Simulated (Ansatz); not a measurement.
**Single-point calculation, with input and output: Ir**

System: Ir (8 atoms in the cell).
Method: DFT PBEsol, scalar-relativistic, plane waves, PAW, no spin polarisation (Ansatz 0.2.0).

The structure derives from an entry of the Crystallography Open Database. It belongs to a series of runs on one base structure; here: atom 1 (Ir) moved +0.240 A along Cartesian [0 1 0]. Figures and captions count atoms from 1; the log counts them from 0 in places.

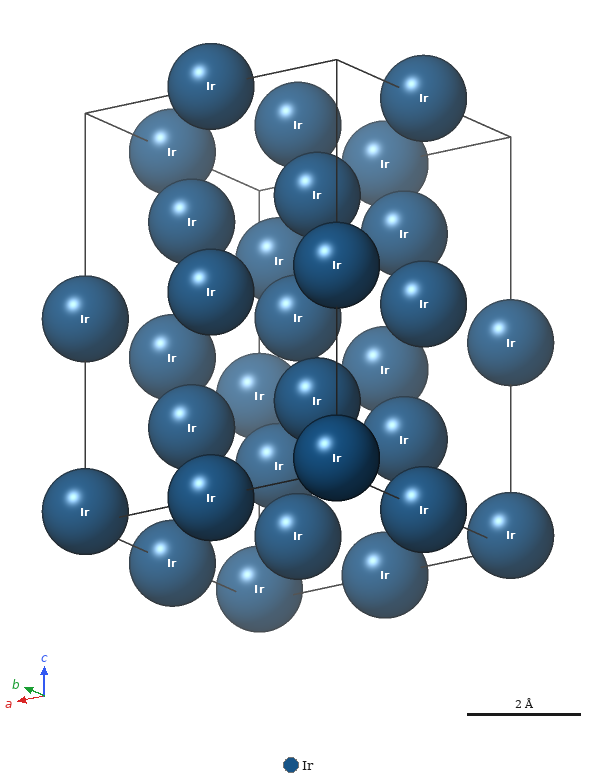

The input geometry (spheres-only view of the cell 2 times as large as that of the calculation, set on its symmetry axes, seen at an oblique angle). An atom can appear more than once, as a periodic image.

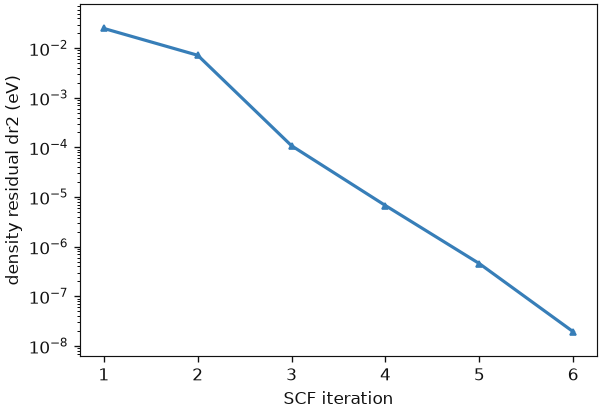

Convergence of the self-consistent field: density residual dr2 against the SCF iteration. The residual falls at every step.

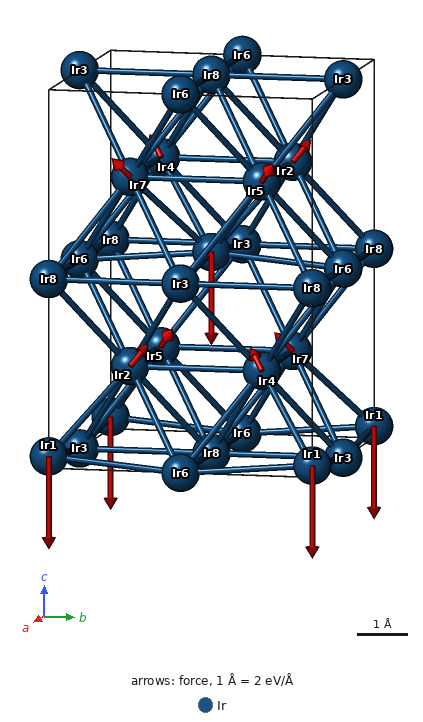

Forces on the atoms as red arrows (ball-and-stick view of the cell 2 times as large as that of the calculation, set on its symmetry axes, seen slightly off an axis; atoms are numbered from 1 in the order of the input); the smallest are left out. The largest act on Ir1 (3.78 eV/Å); Ir2, Ir4, Ir5, Ir7 (1.21 eV/Å). The geometry is not a stationary point of this energy.

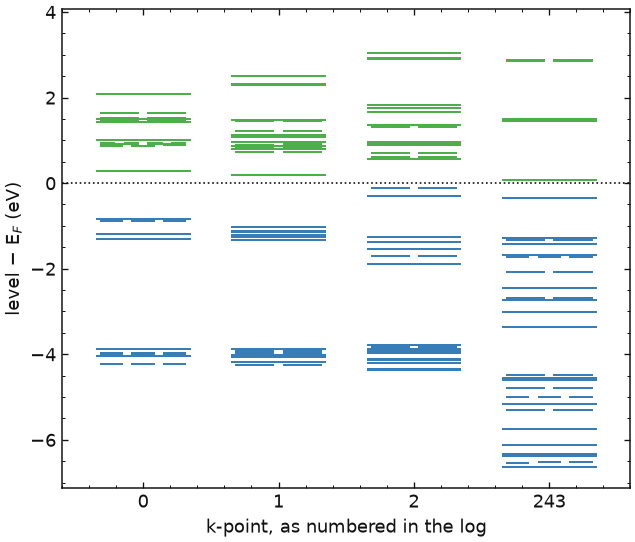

Kohn–Sham levels near the Fermi level (dotted) at the few k-points that the log prints; levels within 0.02 eV of each other stand side by side. The system is metallic on the full mesh.

The input and output of the run follow.

## The input
```yaml
crystal:
  lattice:
    - [-3.8302304141, 3.8302304141, 0.0]
    - [-3.8302304141, 0.0, 3.8302304141]
    - [0.0, 3.8302304141, 3.8302304141]
  atoms:
    - { symbol: Ir, position: [0.0313297079, -0.0313297079, 0.0313297079] }
    - { symbol: Ir, position: [0.5, 0.0, 0.0] }
    - { symbol: Ir, position: [0.0, 0.5, 0.0] }
    - { symbol: Ir, position: [0.0, 0.0, 0.5] }
    - { symbol: Ir, position: [0.5, 0.5, 0.0] }
    - { symbol: Ir, position: [0.5, 0.0, 0.5] }
    - { symbol: Ir, position: [0.0, 0.5, 0.5] }
    - { symbol: Ir, position: [0.5, 0.5, 0.5] }
basis:
  ecutwfc: 420
kpoints:
  mp_grid: { grid: [14, 14, 14] }
hamiltonian:
  xc: pbesol
scf:
  occupations: { method: gaussian, width: 0.15 }
output:
  forces: true
  stress: true
  eigenvalues: true
```

Command:
```bash
ansatz run input.yaml --threads 1 --pin off --max-ram 2560MiB --backend cpu --events-out ev --progress --plain --runs-dir out
```

## What the program printed
```
Engine: ansatz 0.2.0, x86_64-unknown-linux-gnu
Pseudopotentials: kind: paw
Pseudopotential: Ir, paw, valence charge 17, recommended cutoff 420 eV (normal), Ir.paw.azcp
Functional definition: PBEsol
  exchange = pbesol_x
  correlation = pbesol_c
Crystal: 8 atoms, lattice volume = 112.384 Å³
Basis set: ecut = 420 eV, 2133 PW (Γ), exchange–correlation on 80×80×80 points (8 copies of the dense FFT grid, shifted against one another)
Bands: 82, of which v1, the nominal top of the filled ones, is band 68 counted from 1 (67 counted from 0)
Symmetry: 8 space group operations
Space group: I4mm (ITA 107), of the structure as read, at distance tolerance 4.8e-5 Å
k-points: 244 of 2744 (time reversal used)
Non-local potential: Ir, projectors of the file, l = 0: 3, l = 1: 2, l = 2: 2, l = 3: 1
PAW form: soft (Blöchl's): semilocal exchange-correlation on the pseudo side does not see the compensation charge
PAW frozen core: Ir, regenerated for the run's functional, and the local potential with it (the file was generated under x = pbe(κ = 0.804, μ = 0.2195149727645171), c = pbe(β = 0.06672455060314922))
PAW one-centre angular grid: Ir, 590 points (default); XC on 64 Gauss nodes
Initial density: superposition of atomic densities (neutral atoms: chi_scale 0, normalization atom), corrected by the library's trained network
Initial wavefunctions: pseudopotential atomic-orbital guess
Functional: x = pbesol(κ = 0.804, μ = 0.12345679012345678), c = pbesol(β = 0.046)
SCF iter   1: F=—  HF=-94391.870803 eV  |F-HF|=—  |Δ(HF+E_count)|=         —  Δρ=6.63e-3  dr2=2.50e-2  ethr=1.77e-3  ⟨swp⟩=5.1  Hψ=64126  notcnv=0  defer=87
preconditioner: auto → Kerker (q_TF=auto, 2.816 Å⁻¹)  [metal: Δε(μ)=0.001 eV  Ē_g=7.281 eV  σ=0.150 eV  W_gap=0.00  n_scr=50 (ndim 8)  ℏωp=29.7 eV  f_vac=0.000  D(μ)=7.23/eV (n_scr^D=64)]
SCF iter   2: F=—  HF=-94391.872619 eV  |F-HF|=—  |Δ(HF+E_count)|=   1.82e-3  Δρ=3.62e-3  dr2=7.20e-3  ethr=1.84e-5  ⟨swp⟩=2.0  Hψ=28553  notcnv=0  defer=88
SCF iter   3: F=—  HF=-94391.872163 eV  |F-HF|=—  |Δ(HF+E_count)|=   4.56e-4  Δρ=3.34e-4  dr2=1.08e-4  ethr=5.30e-6  ⟨swp⟩=2.0  Hψ=27537  notcnv=0  defer=88
SCF iter   4: F=—  HF=-94391.872159 eV  |F-HF|=—  |Δ(HF+E_count)|=   3.30e-6  Δρ=6.50e-5  dr2=6.74e-6  ethr=7.91e-8  ⟨swp⟩=2.0  Hψ=27556  notcnv=0  defer=88
SCF iter   5: F=—  HF=-94391.872159 eV  |F-HF|=—  |Δ(HF+E_count)|=   8.00e-7  Δρ=1.82e-5  dr2=4.56e-7  ethr=4.96e-9  ⟨swp⟩=2.0  Hψ=27681  notcnv=0  defer=88
SCF iter   6: F=-94391.872159 eV  HF=-94391.872159 eV  |F-HF|=1.12e-8  |Δ(HF+E_count)|=   9.89e-8  Δρ=3.72e-6  dr2=1.93e-8  ethr=7.35e-11  ⟨swp⟩=7.8  Hψ=71440  notcnv=0
SCF 1 converged in 6 iterations: F = -94391.872159 eV  dr2 = 1.93e-8
  greatest PAW one-centre occupation: 1.000 electrons in one spin orbital (limit 2), on the Ir atom at site 0 (counted from 0), in its partial waves of l = 0
SCF converged after 6 iterations
Free energy (F): -94391.872159 eV
Harris-Foulkes:  -94391.872159 eV  (|F-HF|=1.12e-8)
Internal energy: -94391.789974 eV  (E = F + TS)
E sigma→0 (E₀):  -94391.831066 eV
Entropy (-TS):   -0.082185 eV (-10.273 meV/atom)
Fermi energy:    25.888757 eV
--- Per-component energies (eV) ---
  E_band       = -658.693484
  E_kinetic    = 4990.098924
  E_local      = -8525.774617  (includes V_loc(G=0)·N_el)
  E_nonlocal   = 607.043295
  E_hartree    = 3273.345289
  E_xc         = -2134.012822
  E_vxc        = -2400.234401  (∫ρ·V_xc dr)
  E_paw        = -72710.176960  (= ΣΔE_a)
  E_vpaw       = -1876.513834  (= ΣTr[D̂ρ^β])
  E_aug_tail   = 0.000428  (compensation charges beyond the density's cutoff)
  E_ewald      = -19894.435790
  E_core_change = 2.122278  (= ΣΔE_core)
  E_smearing   = -0.082185  (= −TS)
  E_closure    = 0.000000  (closes the sum)
  Σ components = -94391.872159   (vs F -94391.872159, Δ=0.00e0)
--- Forces (eV/Å), atoms counted from 1 ---
  atom   1  Ir     0.00000000    -3.78330233     0.00000000
  atom   2  Ir    -0.87562925     0.83208822     0.00000000
  atom   3  Ir    -0.00000000     0.14329842    -0.00000000
  atom   4  Ir    -0.00000000     0.83208822     0.87562925
  atom   5  Ir    -0.00000000     0.83208822    -0.87562925
  atom   6  Ir    -0.00000000     0.14329842     0.00000000
  atom   7  Ir     0.87562925     0.83208822     0.00000000
  atom   8  Ir     0.00000000     0.16835772     0.00000000
  max |Σ_I F_I| component: 5.10e-6 eV/Å
--- Stress (GPa, compression-positive) ---
        2.302901       0.000000       0.000000
        0.000000       4.205547       0.000000
        0.000000       0.000000       2.302901
  P = ⅓ Tr σ = 2.9371 GPa (29.371 kbar)
--- Band table (eV; the first three rows and the last of 244) ---
  k-point 0: bands = ["-67.0857", "-67.0024", "-66.9715", "-66.9715", "-66.9489", "-66.9463", "-66.9315", "-66.9166", "-24.3642", "-24.3487", "-24.3487", "-24.2831", "-24.2437", "-24.2437", "-24.2338", "-23.8088", "-23.8088", "-23.7860", "-23.7795", "-23.7694", "-23.7694", "-23.6092", "-23.6023", "-23.6023", "-23.5927", "-23.5851", "-23.5817", "-23.5817", "-23.5755", "-23.4730", "-23.4730", "-23.4681", "14.6258", "17.6404", "17.6612", "17.6612", "17.6696", "17.8023", "17.8539", "17.8675", "18.3864", "18.4454", "18.4454", "21.6654", "21.6655", "21.6655", "21.8419", "21.8693", "21.8715", "21.8715", "21.9275", "21.9275", "21.9275", "22.0071", "24.5772", "24.7011", "24.9959", "25.0105", "25.0105", "25.0527", "26.1749", "26.7620", "26.7620", "26.7764", "26.7921", "26.7984", "26.8145", "26.8192", "26.8267", "26.8267", "26.8961", "27.3188", "27.3541", "27.3541", "27.3787", "27.4199", "27.4199", "27.5316", "27.5316", "27.9809", "33.0765", "33.1331"]
  k-point 1: bands = ["-67.0853", "-67.0022", "-66.9717", "-66.9712", "-66.9492", "-66.9463", "-66.9318", "-66.9168", "-24.3600", "-24.3444", "-24.3421", "-24.2773", "-24.2388", "-24.2381", "-24.2287", "-23.8141", "-23.8097", "-23.7857", "-23.7819", "-23.7684", "-23.7670", "-23.6153", "-23.6085", "-23.6008", "-23.5951", "-23.5896", "-23.5837", "-23.5826", "-23.5767", "-23.4821", "-23.4743", "-23.4706", "14.6837", "17.6545", "17.6941", "17.7092", "17.7156", "17.8429", "17.8927", "17.9069", "18.4184", "18.4802", "18.4831", "21.6317", "21.6475", "21.6975", "21.8206", "21.8457", "21.8682", "21.9054", "21.9114", "21.9575", "21.9737", "22.0204", "24.5564", "24.6210", "24.6821", "24.7470", "24.7781", "24.8728", "26.0742", "26.6173", "26.6177", "26.6862", "26.7172", "26.7178", "26.7563", "26.7879", "26.8064", "26.8403", "26.9675", "27.0167", "27.1052", "27.1069", "27.3311", "27.3353", "27.3702", "28.1791", "28.2013", "28.3894", "33.0958", "33.1408"]
  k-point 2: bands = ["-67.0843", "-67.0014", "-66.9724", "-66.9703", "-66.9500", "-66.9462", "-66.9325", "-66.9173", "-24.3482", "-24.3321", "-24.3233", "-24.2603", "-24.2246", "-24.2218", "-24.2134", "-23.8292", "-23.8152", "-23.7863", "-23.7832", "-23.7639", "-23.7619", "-23.6313", "-23.6275", "-23.6060", "-23.6014", "-23.5983", "-23.5918", "-23.5858", "-23.5740", "-23.5116", "-23.4783", "-23.4749", "14.8550", "17.6606", "17.8163", "17.8491", "17.8518", "17.9622", "18.0055", "18.0209", "18.5157", "18.5862", "18.5979", "21.5141", "21.5521", "21.6862", "21.7598", "21.7877", "21.9170", "21.9595", "22.0087", "22.0612", "22.0619", "22.1037", "23.9940", "24.1733", "24.1851", "24.3483", "24.5081", "24.6202", "25.5812", "25.7644", "25.7670", "26.4491", "26.4866", "26.4879", "26.5834", "26.5984", "26.7681", "26.8014", "26.8491", "27.1919", "27.2109", "27.2575", "27.5434", "27.6487", "27.7203", "28.7814", "28.8199", "28.9318", "33.1184", "33.1662"]
  k-point 243: bands = ["-67.0763", "-66.9889", "-66.9716", "-66.9716", "-66.9538", "-66.9488", "-66.9464", "-66.9173", "-24.1932", "-24.1828", "-24.1828", "-24.0646", "-24.0123", "-24.0123", "-23.9804", "-23.9804", "-23.9157", "-23.8341", "-23.8231", "-23.8231", "-23.7993", "-23.7940", "-23.7741", "-23.7555", "-23.6680", "-23.6680", "-23.6099", "-23.6027", "-23.6027", "-23.5933", "-23.5727", "-23.5727", "17.5066", "17.7199", "19.2600", "19.3420", "19.3607", "19.3607", "19.5134", "19.5496", "19.7626", "20.1378", "20.5867", "20.5867", "20.7266", "20.8997", "20.8997", "20.8998", "21.0910", "21.0910", "21.2761", "21.3227", "21.3992", "21.3992", "22.5251", "22.8705", "23.1510", "23.1966", "23.1966", "23.4303", "23.8141", "23.8141", "24.1516", "24.1516", "24.1544", "24.2037", "24.4748", "24.5686", "24.5686", "24.6081", "25.5313", "25.9626", "27.3294", "27.3844", "28.7388", "28.7516", "28.7739", "28.7739", "33.9755", "34.0889", "34.6212", "34.6212"]
```

## Summary

| quantity | value |
| --- | --- |
| outcome | converged |
| space group (tolerance 0.01 Å) | I4mm (107) |
| electrons treated | 136 |
| free energy | −94391.8722 eV |
| Fermi energy | 25.889 eV |
| gap on the k-point mesh | none (metallic) |
| pressure | 2.94 GPa |
| largest force (length of the vector) | 3.783 eV/Å |
| hardware | 1 thread of Intel Xeon @ 2.50GHz (Skylake/Cascade Lake), 189 GiB of memory available, shared host |
| wall time | 3.9 min |
| peak memory | 1.5 GiB |

## Notes

Spin–orbit coupling is left out, which matters for Ir.
